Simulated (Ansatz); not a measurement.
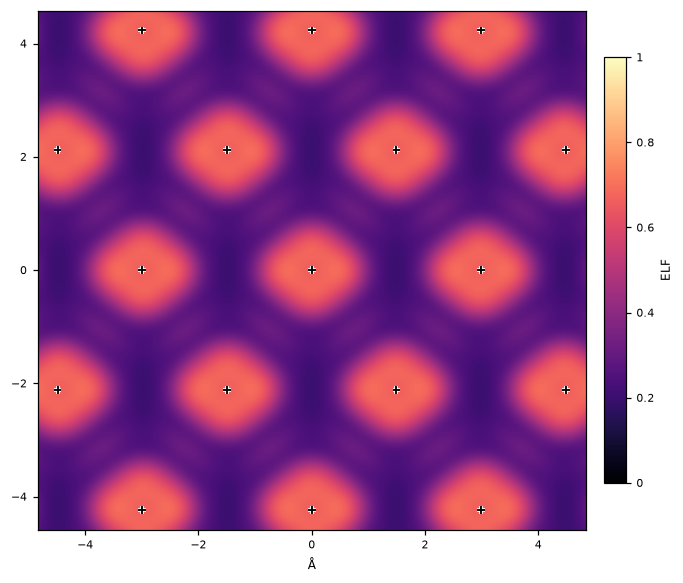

The ELF on a plane through atoms (crosses mark nuclei in the plane).

All numbers below come from Ansatz, DFT, PBEsol, plane waves (420 eV) with PAW, scalar-relativistic.

Candidates:
A. Al, a = 5.91 Å, b = 5.91 Å, c = 5.91 Å, α = 90.00°, β = 90.00°, γ = 90.00°. Space group Fd-3m; set up as Al, diamond; a generated structure, not necessarily the stable one; changed on purpose from its base cell (volume × 0.96).
B. Pd, a = 2.50 Å, b = 2.50 Å, c = 2.50 Å, α = 90.00°, β = 90.00°, γ = 90.00°. Space group Pm-3m; set up as Pd, simple cubic; a generated structure, not necessarily the stable one; changed on purpose from its base cell (volume × 0.92); computed pressure about 15 GPa in this cell; the program warned that a starting moment wasn't kept; spin-polarised, but the moments vanished.
C. Pt, a = 2.99 Å, b = 2.99 Å, c = 2.99 Å, α = 90.00°, β = 90.00°, γ = 90.00°. Space group Im-3m; set up as Pt, bcc; a generated structure, not necessarily the stable one; changed on purpose from its base cell (volume × 0.88); computed pressure about 49 GPa in this cell.

**Which system is this?**

Candidate C: Pt on the (110) plane of the conventional cell, which holds Pt. Pt–Pt (2.59 Å): the ELF is about 0.30 at the midpoint; no shared electron pair shows on this line.
